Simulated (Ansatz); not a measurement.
```yaml
crystal:
  lattice:
    - [3.10882, 0.00000, 0.00000]
    - [0.00000, 3.10882, 0.00000]
    - [0.00000, 0.00000, 25.99133]
  atoms:
    - { symbol: Ta, position: [0.00000, 0.00000, 0.29094] }
    - { symbol: N, position: [0.50000, 0.50000, 0.27567] }
    - { symbol: Ta, position: [0.50000, 0.50000, 0.36453] }
    - { symbol: N, position: [0.00000, 0.00000, 0.37435] }
    - { symbol: Ta, position: [0.00000, 0.00000, 0.46302] }
    - { symbol: N, position: [0.50000, 0.50000, 0.45018] }
    - { symbol: Ta, position: [0.50000, 0.50000, 0.53698] }
    - { symbol: N, position: [0.00000, 0.00000, 0.54982] }
    - { symbol: Ta, position: [0.00000, 0.00000, 0.63547] }
    - { symbol: N, position: [0.50000, 0.50000, 0.62565] }
    - { symbol: Ta, position: [0.50000, 0.50000, 0.70906] }
    - { symbol: N, position: [0.00000, 0.00000, 0.72433] }
```

Theory: DFT r2SCAN, scalar-relativistic, plane waves, PAW (Ansatz 0.2.0).

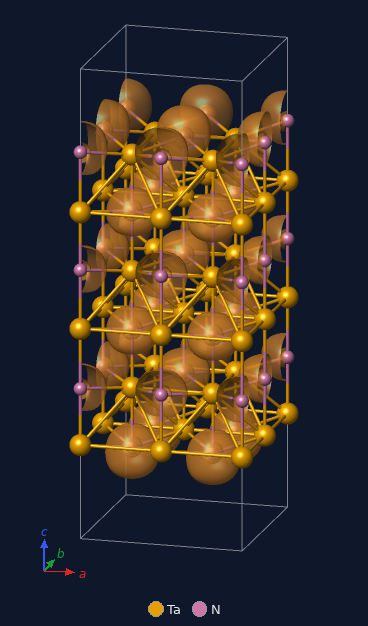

TaN (slab). Isosurface of the ELF at 0.6 (orange), seen slightly off an axis. Only the valence region is drawn (cores and ρ < 0.01 e/Å³ removed). Sticks mark near contacts.

In a PAW calculation such maps are meaningful between the atoms, not at the nuclei.

Question: What do the ELF domains correspond to?

Answer: The ELF exceeds this value in six regions wrapped around N (the valence shell of each), counted in one cell of 12 atoms. Counts are for one cell; the picture repeats the cell along the surface. Along the contacts the grid gives the following. Ta–N (2.17 Å): the ELF peaks at about 0.80 in the valence shell of N, 0.6 Å from its nucleus, and is about 0.15 at the midpoint: no localised pair shows between them. Ta–Ta (2.91 Å): the ELF is about 0.30 at the midpoint (no shared electron pair shows on this line).
